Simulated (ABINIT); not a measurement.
BAs (F-43m): refractive index against wavelength

The refractive index of BAs (F-43m) below the direct gap (3.26 eV on the mesh) is read from one computed spectrum, n = √(Re ε).

The structure is cubic, space group F-43m (No. 216). Conventional cell: a = 4.777 Å, b = 4.777 Å, c = 4.777 Å, α = 90.00°, β = 90.00°, γ = 90.00°. Around As on site c lie 4 B at 2.07 Å. B on site a is surrounded by 4 As at 2.07 Å.

Method: ABINIT 10.8.3, LDA, independent particles, k-mesh 12×12×12, Lorentzian half width 0.04 eV.

Launch of the response step: `optic optic.abi`. The run took 38 s, its band step included, on 4 threads of Intel(R) Xeon(R) Processor @ 2.70GHz, with other jobs on the host.

```
wavelength (nm)  photon energy E (eV)       n
           1550                 0.800  3.2164
           1310                 0.946  3.2299
           1064                 1.165  3.2551
            850                 1.459  3.2992
            700                 1.771  3.3614
            633                 1.959  3.4080
            532                 2.331       ?
```

In the single-oscillator model n² − 1 = E₀E_d/(E₀² − E²), so 1/(n² − 1) = E₀/E_d − E²/(E₀E_d) is linear in E².

Working, on the rows shown:

| x = E² (eV²) | y = 1/(n² − 1) |
| --- | --- |
| 0.639837 | 0.107006 |
| 0.895757 | 0.106019 |
| 1.35784 | 0.104214 |
| 2.12762 | 0.101166 |
| 3.13716 | 0.0970967 |
| 3.83641 | 0.0942111 |

Means: x̄ = 1.9991, ȳ = 0.10162. Σ(x − x̄)(y − ȳ) = -0.03266, Σ(x − x̄)² = 8.164. Slope = -0.03266 / 8.164 = -0.004; intercept = ȳ − slope · x̄ = 0.10962. Turned back into n, the line misses the rows shown by at most 0.00096.

Predict the last column of the withheld row from the fit.

At x = 5.4314 the line gives y = 0.087889, that is 3.5182. The run gave 3.5280, so the extrapolation is off by 0.0098, 3 % of the range in the table.

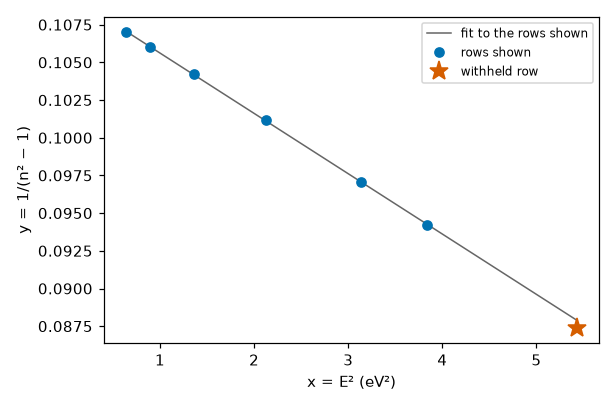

Refitted with all rows, the slope is -0.004085 and the intercept 0.10975. These give E₀ = √(intercept/−slope) = 5.18 eV and E_d = E₀/intercept = 47.2 eV; E₀ is 1.6 times the direct gap. The electronic limit at long wavelengths, without lattice vibrations, is n = √(1 + 1/intercept) = 3.180. Excitons are left out and so are local fields; LDA gaps are as a rule too small. The values come from a sum over the points of one k-mesh and carry its error, which grows as the direct gap shrinks. Spin-orbit coupling is left out.

[Logs are printed without paths, hosts, clocks, repeated set-up lines and the standing remarks that a program may print on its own settings, such as how far it seeks lower states.]
